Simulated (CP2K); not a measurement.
The calculation's input:

```
&GLOBAL
  PROJECT feo_scf
  RUN_TYPE ENERGY_FORCE
  PRINT_LEVEL LOW
&END GLOBAL
&FORCE_EVAL
  METHOD QS
  STRESS_TENSOR ANALYTICAL
  &DFT
    BASIS_SET_FILE_NAME BASIS_MOLOPT_UZH
    POTENTIAL_FILE_NAME POTENTIAL_UZH
    UKS T
    MULTIPLICITY 5
    &MGRID
      CUTOFF 600
      REL_CUTOFF 60
      NGRIDS 5
    &END MGRID
    &QS
      METHOD GPW
      EPS_DEFAULT 1.0E-10
    &END QS
    &KPOINTS
      SCHEME MONKHORST-PACK 11 11 11
      GAMMA_CENTERED T
      SYMMETRY T
      SYMMETRY_BACKEND SPGLIB
    &END KPOINTS
    &SCF
      SCF_GUESS ATOMIC
      EPS_SCF 1.0E-6
      MAX_SCF 150
      ADDED_MOS 13 17
      CHOLESKY OFF
      EPS_EIGVAL 1.0E-7
      &DIAGONALIZATION ON
        ALGORITHM STANDARD
      &END DIAGONALIZATION
      &MIXING ON
        METHOD PULAY_MIXING
        ALPHA 0.4
        BETA 1.5
        NBUFFER 6
      &END MIXING
      &SMEAR ON
        METHOD FERMI_DIRAC
        ELECTRONIC_TEMPERATURE 580.23
      &END SMEAR
    &END SCF
    &XC
      &XC_FUNCTIONAL
        &PBE
          PARAMETRIZATION PBESOL
        &END PBE
      &END XC_FUNCTIONAL
    &END XC
    &PRINT
      &KPOINTS ON
      &END KPOINTS
      &MULLIKEN ON
      &END MULLIKEN
      &MO ON
        ENERGIES T
        OCCUPATION_NUMBERS T
        &EACH
          QS_SCF 0
        &END EACH
        ADD_LAST NUMERIC
      &END MO
      &LOWDIN ON
      &END LOWDIN
      &HIRSHFELD ON
        SHAPE_FUNCTION DENSITY
      &END HIRSHFELD
      &E_DENSITY_CUBE ON
        STRIDE 2
      &END E_DENSITY_CUBE
      &V_HARTREE_CUBE ON
        STRIDE 2
      &END V_HARTREE_CUBE
      &ELF_CUBE ON
        STRIDE 2
      &END ELF_CUBE
    &END PRINT
  &END DFT
  &SUBSYS
    &CELL
      A 3.0481959123 0.0000000000 0.0000000000
      B 1.5240979562 2.6398150958 0.0000000000
      C 1.5240979562 0.8799383653 2.4888415404
      PERIODIC XYZ
    &END CELL
    &COORD
      SCALED
      Fe  0.0105020000 -0.0002270000 0.0210580000
      O   0.5140650000 0.5129880000 0.4906050000
    &END COORD
    &KIND Fe
      BASIS_SET TZVP-MOLOPT-PBE-GTH-q16
      POTENTIAL GTH-PBE-q16
      MAGNETIZATION 3.0
    &END KIND
    &KIND O
      BASIS_SET TZVP-MOLOPT-PBE-GTH-q6
      POTENTIAL GTH-PBE-q6
    &END KIND
    &PRINT
      &ATOMIC_COORDINATES ON
      &END ATOMIC_COORDINATES
      &CELL ON
      &END CELL
    &END PRINT
  &END SUBSYS
  &PRINT
    &FORCES ON
    &END FORCES
    &STRESS_TENSOR ON
    &END STRESS_TENSOR
  &END PRINT
&END FORCE_EVAL
```

Launched as:

```sh
OMP_NUM_THREADS=1 cp2k.psmp -i feo_scf.inp -o feo_scf.out
```

Below, planes, directions and counts refer to the conventional cell (a = 5.28 Å, b = 3.05 Å, c = 3.05 Å, α = 90.00°, β = 125.26°, γ = 90.00°).

Space group Cm; changed on purpose from its base cell (atoms moved at random by about 0.05 A); computed pressure about −7 GPa in this cell; spin-polarised.

The calculation used Kohn-Sham DFT of a periodic cell, PBEsol, GTH-PBE with UZH-TZVP basis in CP2K.

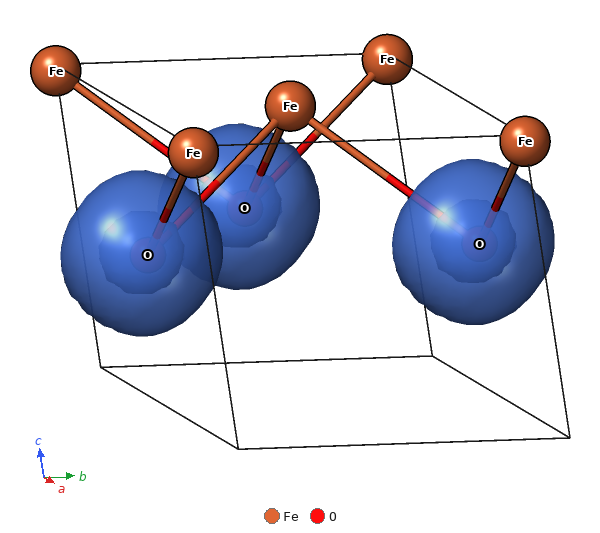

FeO. Isosurface of the electron localisation function of the up spins at 0.55 (blue), seen slightly off an axis. Core shells and regions of very low density are left out. Sticks mark near contacts.

**What do the ELF domains correspond to?**

At this value the surface marks out two regions wrapped around O (the valence shell of each), counted in one cell of 4 atoms. Regions shared between cells count once. Profiles from the grid: Fe–O (2.10 Å): the ELF peaks at about 0.70 in the valence shell of O, 0.6 Å from its nucleus, and is about 0.05 at the midpoint. Fe–O (2.19 Å): the ELF peaks at about 0.70 in the valence shell of O, 0.6 Å from its nucleus, and drops to about 0.05 between the two atoms.
